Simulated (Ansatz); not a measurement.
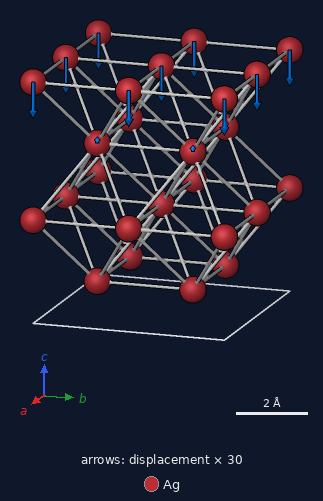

A constrained relaxation of a slab of composition Ag (cut from the Fm-3m phase). The starting structure is drawn; blue arrows show the displacements, magnified 30 times.

A ball-and-stick model of the 2 × 2 repeat of the cell, outlined in the plane, without the vacuum, seen slightly off an axis.

Case: clean slab, lower half held. The slab is the (1 0 0) face of Ag. 2 atoms are held fixed.

These are results of DFT PBEsol, scalar-relativistic, plane waves, PAW (Ansatz 0.2.0), not measurements. Set-up: plane-wave cutoff 420 eV; k-point mesh 10 × 10 × 1; occupations gaussian; smearing width 0.1 eV; no spin polarisation; dipole correction; atoms relaxed in a fixed cell; force threshold 0.03 eV/Å; at most 70 steps.

What did the optimiser do to the structure, and how much energy did it gain?

The atom that moves furthest is an Ag atom (0.036 Å along the normal (−c)). The cell doesn't change. Near-neighbour distances that change, for instance: Ag–Ag 2.867 → 2.837 Å. Over 2 geometry steps the energy falls by 3.1 meV per cell of the calculation. Largest force component: 0.16 eV/Å at the start, 0.001 eV/Å at the end. Cost: 12 s on 2 threads of Intel(R) Xeon(R) 6975P-C (Granite Rapids) (shared host), peak memory 0.5 GiB.
